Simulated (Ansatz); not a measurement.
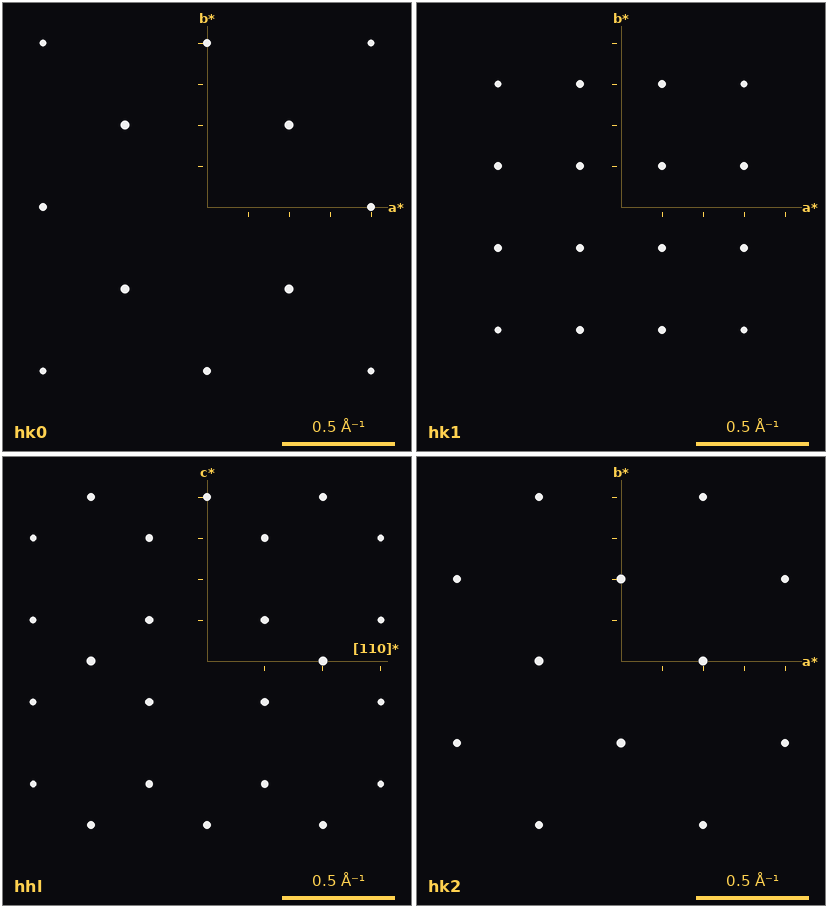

Four undistorted layers of reciprocal space, calculated for a single crystal (X-rays, kinematic |F|², B = 0.5 Å²). Tick marks count the reciprocal lattice steps of the conventional cell along each axis.

What cell do the layers give?

a* = 0.184, b* = 0.184, c* = 0.184 Å⁻¹; the cell is cubic with a = 5.43 Å.

Which reflection conditions do the layers show?

Reflections are present only under these conditions. hkl: h + k = 2n, h + l = 2n; hk0: h = 2n, h + k = 4n; hhl: h + l = 2n; h00: h = 4n. The lattice is face-centred (F). Further gaps, such as 2 2 2, 4 4 2, come from atoms on special positions, not from the group's general conditions.

Which space groups fit?

The intensities have Laue symmetry m-3m (the hk0 layer shows 4mm, hk1 shows 4mm). With these conditions only Fd-3m (No. 227) fits. The compound is Rh. Structure: the end point of a relaxation with Ansatz 0.2.0, DFT PBEsol, scalar-relativistic, plane waves, PAW; the starting structure was generated, so it need not be a known form of this composition.
